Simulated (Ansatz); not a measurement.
# AlCu$_{5}$: geometry relaxation (part 2 of 2)

AlCu$_{5}$ (Pmmm, 6 atoms in the cell); DFT PBE, scalar-relativistic, plane waves, PAW, no spin polarisation (Ansatz 0.2.0); cutoff 420 eV, 14×10×6 k-mesh, Gaussian smearing of 0.1 eV. The structure was made by a generator, so it may or may not be a known phase.

Geometry of the input (Å; fractional positions):
```
2.7536  0.0000  0.0000
0.0000  3.6642  0.0000
0.0000  0.0000  8.1105
Al 0.5000  0.5000  0.0000
Cu 0.0000  0.0000  0.8294
Cu 0.0000  0.0000  0.1706
Cu 0.5000  0.5000  0.3364
Cu 0.0000  0.0000  0.5000
Cu 0.5000  0.5000  0.6636
```

Output, continued
```
--- Stress (GPa, compression-positive) ---
      -10.052680       0.000000       0.000000
        0.000000     -10.042727       0.000000
        0.000000       0.000000     -10.127653
  P = ⅓ Tr σ = -10.0744 GPa (-100.744 kbar)
--- Band table (eV; the first three rows and the last of 192) ---
  k-point 0: bands = ["-99.4099", "-99.4092", "-98.9747", "-98.9732", "-98.8630", "-56.8075", "-56.8066", "-56.7610", "-56.7602", "-56.7594", "-56.7505", "-56.3915", "-56.3741", "-56.3403", "-56.3335", "-56.3141", "-56.3115", "-56.2398", "-56.2383", "-56.2134", "3.8051", "6.4420", "6.5808", "9.1922", "9.5164", "9.5315", "9.6469", "9.9044", "9.9444", "10.1713", "10.3053", "10.4552", "10.5079", "10.5817", "10.6384", "10.6896", "10.7047", "10.8737", "10.9667", "11.0339", "11.1184", "11.1929", "11.4388", "11.4686", "11.4790", "11.4878", "11.6206", "11.8758", "14.3182", "14.8272", "15.1093", "17.5353", "17.8875", "18.1666", "20.8608", "20.9962", "22.4479", "23.9228", "24.1641"]
  k-point 1: bands = ["-99.4099", "-99.4092", "-98.9747", "-98.9732", "-98.8630", "-56.8075", "-56.8066", "-56.7610", "-56.7602", "-56.7594", "-56.7504", "-56.3915", "-56.3741", "-56.3403", "-56.3335", "-56.3141", "-56.3115", "-56.2398", "-56.2383", "-56.2134", "3.8428", "5.9035", "7.2179", "9.2158", "9.4519", "9.5345", "9.6106", "9.8916", "9.9218", "10.1737", "10.2941", "10.5127", "10.5135", "10.5815", "10.6306", "10.6832", "10.7070", "10.8765", "10.9402", "11.0386", "11.1287", "11.1928", "11.4032", "11.4251", "11.4767", "11.5682", "11.6136", "11.8763", "13.7706", "14.4449", "16.3705", "17.1369", "17.5358", "19.0146", "20.6044", "21.3997", "22.4941", "22.8528", "23.8293"]
  k-point 2: bands = ["-99.4099", "-99.4092", "-98.9747", "-98.9732", "-98.8630", "-56.8075", "-56.8066", "-56.7611", "-56.7602", "-56.7593", "-56.7503", "-56.3915", "-56.3741", "-56.3403", "-56.3335", "-56.3141", "-56.3115", "-56.2398", "-56.2383", "-56.2134", "3.9313", "5.4652", "7.9468", "9.1971", "9.2783", "9.5362", "9.5799", "9.8264", "9.8689", "10.1917", "10.2830", "10.5245", "10.5805", "10.6132", "10.6352", "10.6715", "10.7173", "10.8813", "10.8884", "11.0479", "11.1500", "11.1924", "11.2851", "11.3882", "11.4721", "11.5988", "11.7619", "11.8773", "12.8736", "14.7637", "16.4037", "17.5204", "17.9176", "20.0583", "20.4068", "21.3005", "22.0270", "22.5594", "22.6007"]
  k-point 191: bands = ["-99.4084", "-99.4077", "-98.9731", "-98.9718", "-98.8617", "-56.8059", "-56.8050", "-56.7830", "-56.7821", "-56.7592", "-56.7483", "-56.3897", "-56.3718", "-56.3395", "-56.3376", "-56.3337", "-56.3321", "-56.2394", "-56.2371", "-56.2331", "8.5986", "8.9274", "9.2014", "9.3371", "9.3828", "9.5171", "9.9584", "9.9663", "10.1145", "10.2709", "10.3751", "10.4324", "10.4495", "10.4577", "10.5858", "10.6323", "10.6554", "10.8172", "11.0228", "11.1063", "11.1860", "11.5177", "11.6843", "11.7207", "11.8369", "12.7444", "13.1668", "13.2578", "13.3275", "13.9029", "14.1882", "16.0492", "16.3999", "17.6502", "17.8907", "18.0339", "18.2344", "18.5514", "19.1881"]
--- Relaxed structure (2 steps of the walk, 2 accepted, 1 SCFs on fresh bases) ---
  F+E_penalty+E_count = -33663.65954751 eV   max|allowed force component| = 7.536e-3 eV/Å   (the final SCF, on the basis selected at the relaxed cell)
  cell:  # Å, volume = 81.8339 Å³
    - [2.754007075706634, -4.886117111794995e-34, -4.886117111794995e-34]
    - [-6.501785758173289e-34, 3.6650174941171016, -2.6770898634457578e-20]
    - [-1.4391461625054174e-33, -5.925639119709409e-20, 8.107600762837926]
  atoms:
    - { symbol: Al, position: [0.5, 0.5, -4.455947909417412e-21] }
    - { symbol: Cu, position: [0.0, -1.80692238289518e-20, 0.8292291201556091] }
    - { symbol: Cu, position: [0.0, 1.80692238289518e-20, 0.17077087984439104] }
    - { symbol: Cu, position: [0.5, 0.5, 0.33649120109920566] }
    - { symbol: Cu, position: [-4.276423536147513e-50, 0.0, 0.5] }
    - { symbol: Cu, position: [0.5, 0.5, 0.6635087989007946] }
```

Trajectory as extended XYZ (Å, eV, eV/Å), 3 frames, from step=1 to step=3
```
6
Lattice="2.7536 0.0000 0.0000 0.0000 3.6642 0.0000 0.0000 0.0000 8.1105" Properties=species:S:1:pos:R:3:forces:R:3 step=1 energy=-33663.65949 pressure_GPa=-10.08
Al    1.3768    1.8321    0.0000    0.0000   0.0000   0.0000
Cu    0.0000    0.0000    6.7267    0.0000   0.0000  -0.0127
Cu    0.0000    0.0000    1.3838    0.0000   0.0000   0.0127
Cu    1.3768    1.8321    2.7282    0.0000   0.0000   0.0098
Cu    0.0000    0.0000    4.0553    0.0000   0.0000   0.0000
Cu    1.3768    1.8321    5.3823    0.0000   0.0000  -0.0098
6
Lattice="2.7540 0.0000 0.0000 0.0000 3.6650 0.0000 0.0000 0.0000 8.1076" Properties=species:S:1:pos:R:3:forces:R:3 step=2 energy=-33663.65955 pressure_GPa=-10.07
Al    1.3770    1.8325    0.0000    0.0000   0.0000   0.0000
Cu    0.0000    0.0000    6.7231    0.0000   0.0000  -0.0075
Cu    0.0000    0.0000    1.3845    0.0000   0.0000   0.0075
Cu    1.3770    1.8325    2.7281    0.0000   0.0000   0.0058
Cu    0.0000    0.0000    4.0538    0.0000   0.0000   0.0000
Cu    1.3770    1.8325    5.3795    0.0000   0.0000  -0.0058
6
Lattice="2.7540 0.0000 0.0000 0.0000 3.6650 0.0000 0.0000 0.0000 8.1076" Properties=species:S:1:pos:R:3:forces:R:3 step=3 energy=-33663.65955 pressure_GPa=-10.07
Al    1.3770    1.8325    0.0000    0.0000   0.0000   0.0000
Cu    0.0000    0.0000    6.7231    0.0000   0.0000  -0.0075
Cu    0.0000    0.0000    1.3845    0.0000   0.0000   0.0075
Cu    1.3770    1.8325    2.7281    0.0000   0.0000   0.0058
Cu    0.0000    0.0000    4.0538    0.0000   0.0000   0.0000
Cu    1.3770    1.8325    5.3795    0.0000   0.0000  -0.0058
```

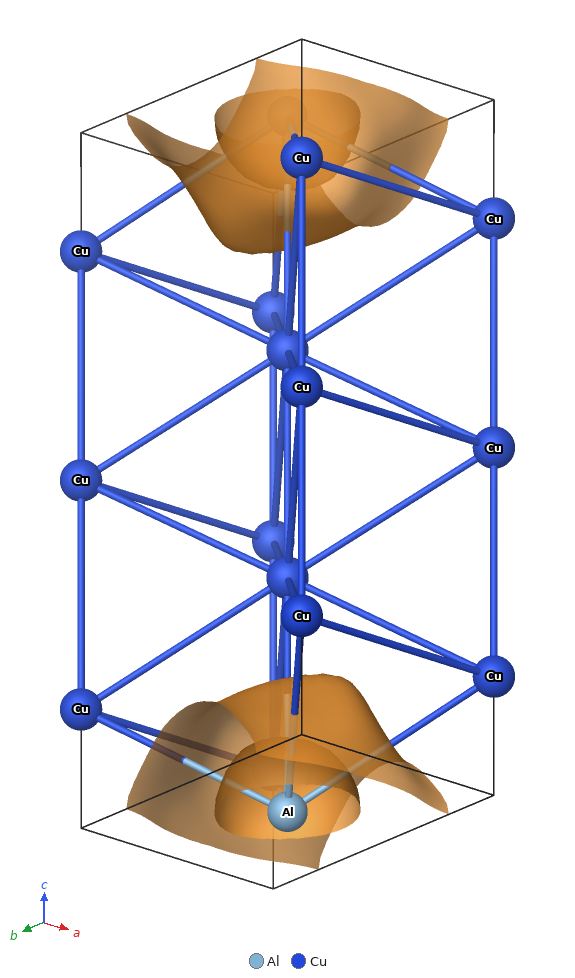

**Figure 1.** Isosurface of the electron localisation function at 0.4 (orange), seen at an oblique angle. Only the valence region is drawn (cores and ρ < 0.01 e/Å³ removed). Sticks mark near contacts. The outline is the cell set on symmetry axes. Values along the shortest contacts: Cu–Cu (2.65 Å): the ELF is about 0.20 at the midpoint; no localised pair between them. Al–Cu (2.68 Å): the ELF is about 0.40 at the midpoint (metallic bonding. Core electrons are frozen (PAW), so the fields are smoothed inside the atomic spheres.

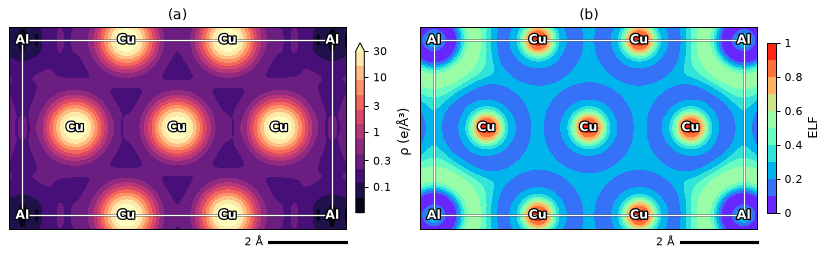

**Figure 2.** (a) valence pseudo-density; (b) electron localisation function on the (110) plane of the conventional cell. Cu–Cu (2.65 Å): ρ at the midpoint is about 0.23 e/Å³; the ELF is about 0.20 at the midpoint (no localised pair between them). Al–Cu (2.73 Å): ρ at the midpoint is about 0.25 e/Å³, with its minimum of 0.18 e/Å³ about 1.2 Å from Al; the ELF is about 0.40 at the midpoint (nearly free electrons, as in a simple metal). Away from the nuclei the density in this plane falls to 0.18 e/Å³ at its lowest. The strong features right at Cu lie inside the PAW spheres (semicore, d or f shells) and say nothing about bonding.

Summary

```json
{"quantity": "outcome", "value": "converged"}
{"quantity": "space group (tolerance 0.01 Å)", "value": "Pmmm (47)"}
{"quantity": "electrons treated", "value": "98"}
{"quantity": "free energy", "value": "−33663.6595 eV"}
{"quantity": "Fermi energy", "value": "13.451 eV"}
{"quantity": "gap on the k-point mesh", "value": "none (metallic)"}
{"quantity": "pressure", "value": "−10.07 GPa"}
{"quantity": "final volume", "value": "81.83 Å³"}
{"quantity": "largest force (length of the vector) at the end", "value": "0.008 eV/Å"}
{"quantity": "final cell", "value": "a = 2.754 Å, b = 3.665 Å, c = 8.108 Å, α = 90.00°, β = 90.00°, γ = 90.00°"}
{"quantity": "wall time", "value": "21 s (CPU time 81 s)"}
{"quantity": "peak memory", "value": "0.94 GiB"}
```

Notes

The cell is under a tension of 10.1 GPa at this level, so it is not at its equilibrium volume.
